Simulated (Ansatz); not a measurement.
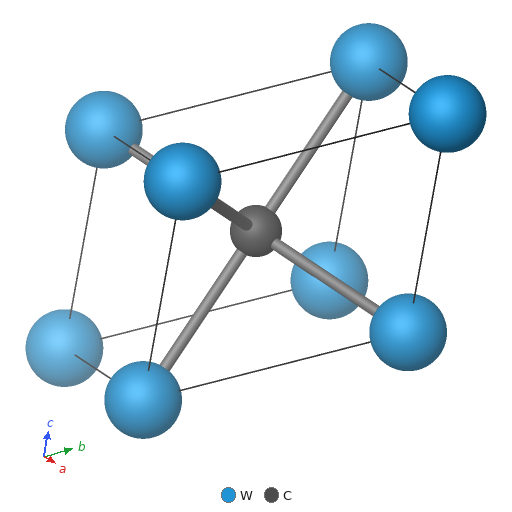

System: WC, space group Fm-3m (No. 225). The picture shows the cell.

Starting cell:
```xyz
2
Lattice="0.0000 2.1927 2.1927 2.1927 0.0000 2.1927 2.1927 2.1927 0.0000" Properties=species:S:1:pos:R:3 pbc="T T T"
W     0.0000    0.0000    0.0000
C     2.1927    2.1927    2.1927
```

Calculation (Ansatz 0.2.0): biaxial strain in the xy plane and strain along z of a crystal, fractional coordinates fixed, by plane-wave density functional theory with PAW datasets, free energies less that of the undisturbed cell. Level: r2SCAN, no spin polarisation.

wave cutoff 500 eV; k mesh 18×18×18; occupations Gaussian; smearing width 0.15 eV; k shift (0, 0, 0) (mesh steps); start as given.

Describe the result: the map of the energy change over strain zz and strain xx = yy. The grid: strain zz −0.05, −0.025, 0, 0.025, 0.05 ; strain xx = yy −0.05, −0.025, 0, 0.025, 0.05.

At the origin the energy is lower than all eight neighbouring grid points, so a minimum lies at or close to the given structure. The energy change is least, 0 meV/atom, at strain zz of 0 and strain xx = yy of 0, and largest, 280 meV/atom, at strain zz of 0.05 and strain xx = yy of 0.05. Near the origin the softest direction lies along strain zz, turned by about 17° so that strain xx = yy takes the opposite sign; the curvature across the valley is 3.1 times that along it.

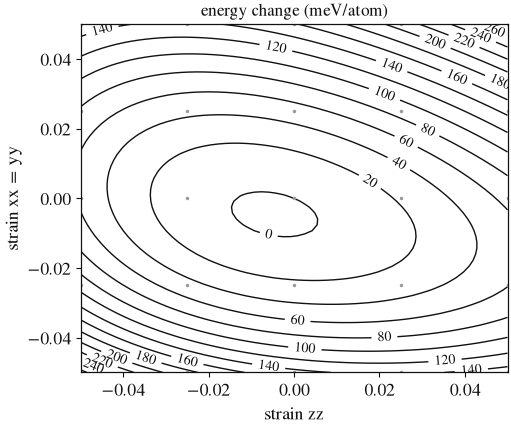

Caveats: reference crystal is not relaxed.
